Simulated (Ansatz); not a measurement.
Read the following structure.

```cif
data_structure
_symmetry_space_group_name_H-M 'P 1'
_symmetry_Int_Tables_number 1
_cell_length_a 3.5231
_cell_length_b 3.5294
_cell_length_c 3.5157
_cell_angle_alpha 90.000
_cell_angle_beta 90.000
_cell_angle_gamma 90.000
_cell_volume 43.72
loop_
_atom_site_label
_atom_site_type_symbol
_atom_site_fract_x
_atom_site_fract_y
_atom_site_fract_z
_atom_site_occupancy
Co1 Co 0.00000 0.50000 0.50000 1
Co2 Co 0.00000 0.00000 0.00000 1
Co3 Co 0.50000 0.50000 0.00000 1
Co4 Co 0.50000 0.00000 0.50000 1
```

Q: What does this file describe?

A: The element is cobalt. Strictly the space group is I4/mmm (No. 139, within 0.01 Å). It is a distorted form of a face-centred cubic structure, space group Fm-3m (No. 225) within 0.25 Å: face-centred cubic (Cu type). The cell holds four atoms. The coordination shell of Co holds twelve Co in a cuboctahedral arrangement at 2.49 Å. The bonds build a three-dimensional framework.

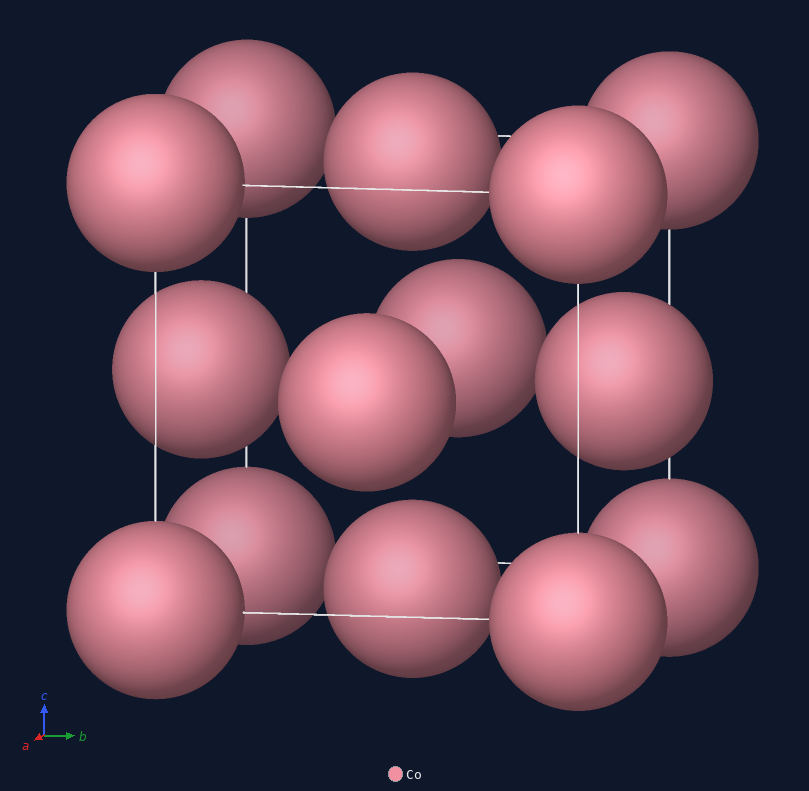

Structure drawing (spheres-only), viewed slightly off an axis. The wireframe shows the drawn cell (a repeat of the simulation cell). Colours: cobalt pink.

The model was built from a structure listed in the Materials Project, with elements exchanged, so it need not be a known form of the compound. The geometry comes from a coarse first relaxation with Ansatz 0.2.0, DFT PBE, scalar-relativistic, plane waves, PAW.
